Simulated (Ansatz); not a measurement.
## Geometry relaxation, with input and output: ZnSe (part 3 of 3)

The same run, continued: ZnSe (slab, 16 atoms in the cell); DFT PBE+D3(BJ), scalar-relativistic, plane waves, PAW, no spin polarisation (Ansatz 0.2.0); cutoff 420 eV, 2×3×1 k-mesh, Gaussian smearing of 0.05 eV. The structure derives from an entry of the Crystallography Open Database. The input holds or restrains some coordinates. Forces given for the steps count only the free coordinates. It belongs to a series of runs on one base structure; here: clean slab, lower planes held.

### Trajectory as extended XYZ (Å, eV, eV/Å), 5 frames, from step=1 to step=5
```
16
Lattice="7.9973 0.0000 0.0000 0.0000 5.6549 0.0000 0.0000 0.0000 21.9980" Properties=species:S:1:pos:R:3:forces:R:3 step=1 energy=-70316.23792
Zn    1.9993    2.8275    8.0000    0.0000  -0.8835   1.0155
Zn    5.9980    2.8275    8.0000    0.0000  -0.8835   1.0155
Se    3.9986    1.4137    8.0000    0.0000   0.4003  -0.8727
Se    0.0000    1.4137    8.0000    0.0000   0.4003  -0.8727
Zn    3.9986    0.0000    9.9993    0.0000   0.0947  -0.0339
Zn    0.0000    0.0000    9.9993    0.0000   0.0947  -0.0339
Se    5.9980    4.2412    9.9993    0.0000   0.3884  -0.4156
Se    1.9993    4.2412    9.9993    0.0000   0.3884  -0.4156
Zn    5.9980    2.8275   11.9986    0.0000   0.0947   0.0339
Zn    1.9993    2.8275   11.9986    0.0000   0.0947   0.0339
Se    0.0000    1.4137   11.9986    0.0000   0.3884   0.4157
Se    3.9986    1.4137   11.9986    0.0000   0.3884   0.4157
Zn    0.0000    0.0000   13.9980    0.0000  -0.8834  -1.0155
Zn    3.9986    0.0000   13.9980    0.0000  -0.8834  -1.0155
Se    1.9993    4.2412   13.9980    0.0000   0.4003   0.8727
Se    5.9980    4.2412   13.9980    0.0000   0.4003   0.8727
16
Lattice="7.9973 0.0000 0.0000 0.0000 5.6549 0.0000 0.0000 0.0000 21.9980" Properties=species:S:1:pos:R:3:forces:R:3 step=2 energy=-70316.82379
Zn    1.9993    2.8275    8.0000    0.0000  -0.9294   1.0050
Zn    5.9980    2.8275    8.0000    0.0000  -0.9294   1.0050
Se    3.9986    1.4137    8.0000    0.0000   0.4268  -0.9015
Se    0.0000    1.4137    8.0000    0.0000   0.4268  -0.9015
Zn    3.9986    0.0000    9.9993    0.0000   0.2562   0.0882
Zn    0.0000    0.0000    9.9993    0.0000   0.2562   0.0882
Se    5.9980    4.2412    9.9993    0.0000   0.4256  -0.3005
Se    1.9993    4.2412    9.9993    0.0000   0.4256  -0.3005
Zn    5.9980    2.8734   12.0365    0.0000   0.1038   0.1986
Zn    1.9993    2.8734   12.0365    0.0000   0.1038   0.1986
Se    0.0000    1.4657   12.0060    0.0000  -0.0130   0.2188
Se    3.9986    1.4657   12.0060    0.0000  -0.0130   0.2188
Zn    0.0000   -0.1270   13.8503    0.0000  -0.4471  -0.6602
Zn    3.9986   -0.1270   13.8503    0.0000  -0.4471  -0.6602
Se    1.9993    4.1997   14.1204    0.0000   0.1772   0.3520
Se    5.9980    4.1997   14.1204    0.0000   0.1772   0.3520
16
Lattice="7.9973 0.0000 0.0000 0.0000 5.6549 0.0000 0.0000 0.0000 21.9980" Properties=species:S:1:pos:R:3:forces:R:3 step=3 energy=-70317.08457
Zn    1.9993    2.8275    8.0000    0.0000  -0.9543   1.0032
Zn    5.9980    2.8275    8.0000    0.0000  -0.9543   1.0032
Se    3.9986    1.4137    8.0000    0.0000   0.4405  -0.9204
Se    0.0000    1.4137    8.0000    0.0000   0.4405  -0.9204
Zn    3.9986    0.0000    9.9993    0.0000   0.3244   0.0981
Zn    0.0000    0.0000    9.9993    0.0000   0.3244   0.0981
Se    5.9980    4.2412    9.9993    0.0000   0.3677  -0.1575
Se    1.9993    4.2412    9.9993    0.0000   0.3677  -0.1575
Zn    5.9980    2.8968   12.0836    0.0000   0.0064   0.1550
Zn    1.9993    2.8968   12.0836    0.0000   0.0064   0.1550
Se    0.0000    1.4725   12.0125    0.0000  -0.0269   0.0138
Se    3.9986    1.4725   12.0125    0.0000  -0.0269   0.0138
Zn    0.0000   -0.2440   13.6945    0.0000  -0.1757  -0.2626
Zn    3.9986   -0.2440   13.6945    0.0000  -0.1757  -0.2626
Se    1.9993    4.1803   14.1875    0.0000   0.0181   0.0705
Se    5.9980    4.1803   14.1875    0.0000   0.0181   0.0705
16
Lattice="7.9973 0.0000 0.0000 0.0000 5.6549 0.0000 0.0000 0.0000 21.9980" Properties=species:S:1:pos:R:3:forces:R:3 step=4 energy=-70317.14629
Zn    1.9993    2.8275    8.0000    0.0000  -0.9573   1.0067
Zn    5.9980    2.8275    8.0000    0.0000  -0.9573   1.0067
Se    3.9986    1.4137    8.0000    0.0000   0.4368  -0.9369
Se    0.0000    1.4137    8.0000    0.0000   0.4368  -0.9369
Zn    3.9986    0.0000    9.9993    0.0000   0.2723  -0.0265
Zn    0.0000    0.0000    9.9993    0.0000   0.2723  -0.0265
Se    5.9980    4.2412    9.9993    0.0000   0.2473  -0.0777
Se    1.9993    4.2412    9.9993    0.0000   0.2473  -0.0777
Zn    5.9980    2.8586   12.0950    0.0000  -0.0310  -0.0180
Zn    1.9993    2.8586   12.0950    0.0000  -0.0310  -0.0180
Se    0.0000    1.4375   11.9972    0.0000  -0.0044   0.0385
Se    3.9986    1.4375   11.9972    0.0000  -0.0044   0.0385
Zn    0.0000   -0.3809   13.5533    0.0000  -0.0307   0.0021
Zn    3.9986   -0.3809   13.5533    0.0000  -0.0307   0.0021
Se    1.9993    4.1085   14.1867    0.0000   0.0672   0.0118
Se    5.9980    4.1085   14.1867    0.0000   0.0672   0.0118
16
Lattice="7.9973 0.0000 0.0000 0.0000 5.6549 0.0000 0.0000 0.0000 21.9980" Properties=species:S:1:pos:R:3:forces:R:3 step=5 energy=-70317.14736
Zn    1.9993    2.8275    8.0000    0.0000  -0.9555   1.0076
Zn    5.9980    2.8275    8.0000    0.0000  -0.9555   1.0076
Se    3.9986    1.4137    8.0000    0.0000   0.4356  -0.9320
Se    0.0000    1.4137    8.0000    0.0000   0.4356  -0.9320
Zn    3.9986    0.0000    9.9993    0.0000   0.2808  -0.0123
Zn    0.0000    0.0000    9.9993    0.0000   0.2808  -0.0123
Se    5.9980    4.2412    9.9993    0.0000   0.2374  -0.0595
Se    1.9993    4.2412    9.9993    0.0000   0.2374  -0.0595
Zn    5.9980    2.8557   12.0989    0.0000  -0.0124  -0.0041
Zn    1.9993    2.8557   12.0989    0.0000  -0.0124  -0.0041
Se    0.0000    1.4344   12.0050    0.0000   0.0208  -0.0045
Se    3.9986    1.4344   12.0050    0.0000   0.0208  -0.0045
Zn    0.0000   -0.3843   13.5558    0.0000  -0.0070   0.0035
Zn    3.9986   -0.3843   13.5558    0.0000  -0.0070   0.0035
Se    1.9993    4.1176   14.1912    0.0000   0.0001   0.0013
Se    5.9980    4.1176   14.1912    0.0000   0.0001   0.0013
```

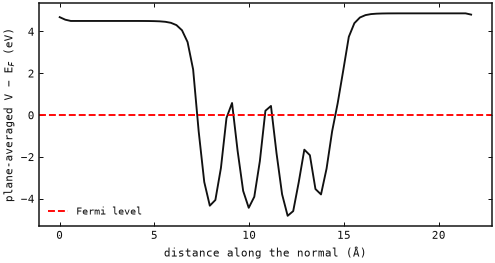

*Plane average of the electrostatic potential energy of an electron across the cell, from the Fermi level.*

The vacuum level lies 4.87 eV above the Fermi level on the upper side and 4.50 eV on the lower.

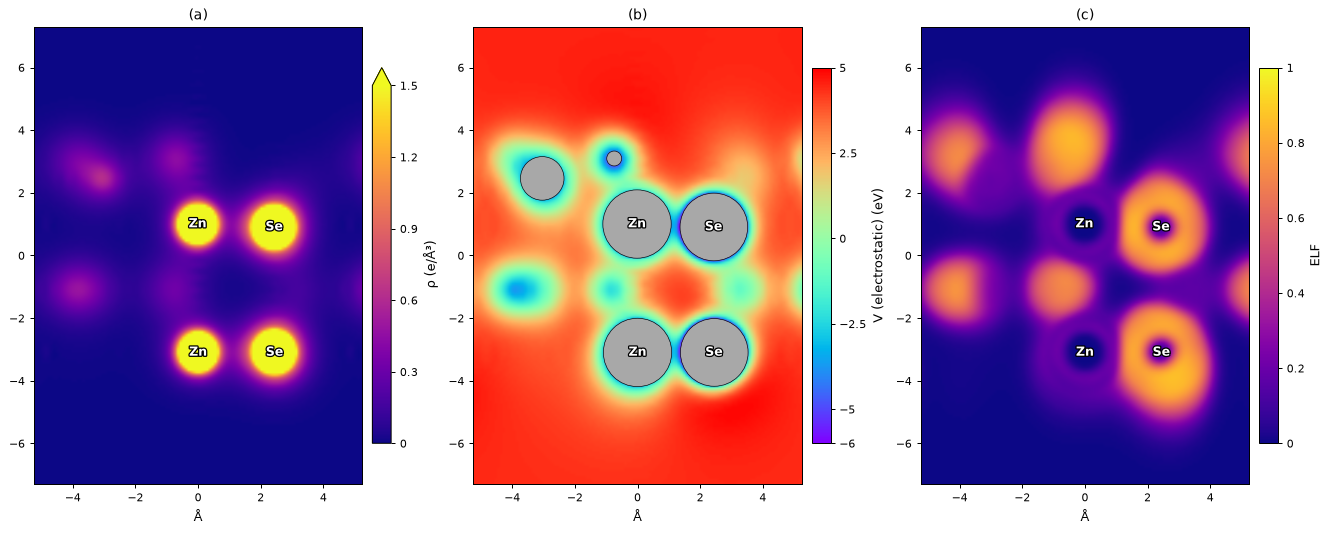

*(a) valence electron density; (b) electrostatic potential energy of an electron; (c) electron localisation function on the (110) plane of the calculation cell, a cut from vacuum to vacuum. Grey discs, where drawn, cover atomic cores.*

Atoms in the plane: Zn and Se. Zn–Se (2.45 Å): ρ is about 0.47 e/Å³ halfway; the ELF is about 0.60 at the midpoint. The density dies away to nearly zero in the vacuum. Core electrons are frozen (PAW), so the fields are smoothed inside the atomic spheres.

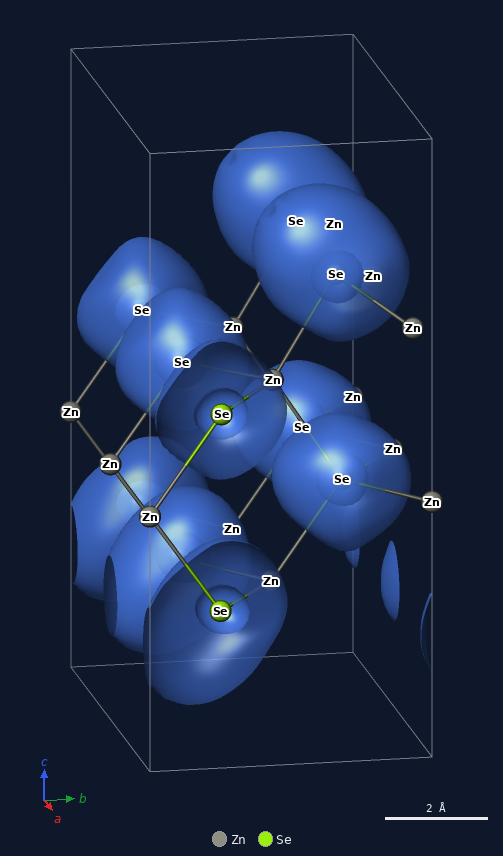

*Isosurface of the ELF at 0.6 (blue), seen slightly off an axis. Core shells and regions of very low density are left out. Sticks mark near contacts.*

Profiles from the grid: Zn–Se (2.39 Å): the ELF is about 0.60 at the midpoint. Zn–Se (2.44 Å): the ELF is about 0.60 at the midpoint.

The run was set up as follows.

### Input file
```yaml
crystal:
  lattice:
    - [7.9972835124, 0.0, 0.0]
    - [0.0, 5.6549334027, 0.0]
    - [0.0, 0.0, 21.9979626343]
  atoms:
    - { symbol: Zn, position: [0.25, 0.5, 0.3636700422] }
    - { symbol: Zn, position: [0.75, 0.5, 0.3636700422] }
    - { symbol: Se, position: [0.5, 0.25, 0.3636700422] }
    - { symbol: Se, position: [0.0, 0.25, 0.3636700422] }
    - { symbol: Zn, position: [0.5, 0.0, 0.4545566807] }
    - { symbol: Zn, position: [0.0, 0.0, 0.4545566807] }
    - { symbol: Se, position: [0.75, 0.75, 0.4545566807] }
    - { symbol: Se, position: [0.25, 0.75, 0.4545566807] }
    - { symbol: Zn, position: [0.75, 0.5, 0.5454433193] }
    - { symbol: Zn, position: [0.25, 0.5, 0.5454433193] }
    - { symbol: Se, position: [0.0, 0.25, 0.5454433193] }
    - { symbol: Se, position: [0.5, 0.25, 0.5454433193] }
    - { symbol: Zn, position: [0.0, 0.0, 0.6363299578] }
    - { symbol: Zn, position: [0.5, 0.0, 0.6363299578] }
    - { symbol: Se, position: [0.25, 0.75, 0.6363299578] }
    - { symbol: Se, position: [0.75, 0.75, 0.6363299578] }
basis:
  ecutwfc: 420
kpoints:
  mp_grid: { grid: [2, 3, 1] }
hamiltonian:
  xc: pbe
  dispersion: d3bj
scf:
  occupations: { method: gaussian, width: 0.05 }
output:
  forces: true
  eigenvalues: true
  write_density: true
  write_potential: true
  elf: true
  volumetric_format: npy
relax:
  adjacent_minimum: "off"
  f_tol: 0.03
  max_steps: 70
  constraints: [{ sites: [0, 1, 2, 3, 4, 5, 6, 7] }]
efield:
  axis: 3
  dipole_correction: true
  ramp_width: 0.04
```

Launch command:
```bash
ansatz run input.yaml --threads 4 --pin off --max-ram 10240MiB --backend cpu --events-out ev --progress --plain --runs-dir out
```

### Key numbers

- outcome: converged under the restraints of the input
- electrons treated: 224
- free energy: −70317.1474 eV
- work function, top face: 4.87 eV
- work function, bottom face: 4.50 eV
- Fermi energy: −0.246 eV
- gap on the k-point mesh: 1.40 eV
- final volume: 994.84 Å³
- work function (upper face): 4.87 eV
- largest force (length of the vector) at the end, held atoms and coordinates included: 1.389 eV/Å
- hardware: 4 threads of Arm Neoverse N1, 24 GiB of memory available, shared host
- wall time: 3.2 min (CPU time 9.8 min)
- peak memory: 2.2 GiB

### Notes

Warnings of the run: the exchange-correlation potential is rough where the density is thin.
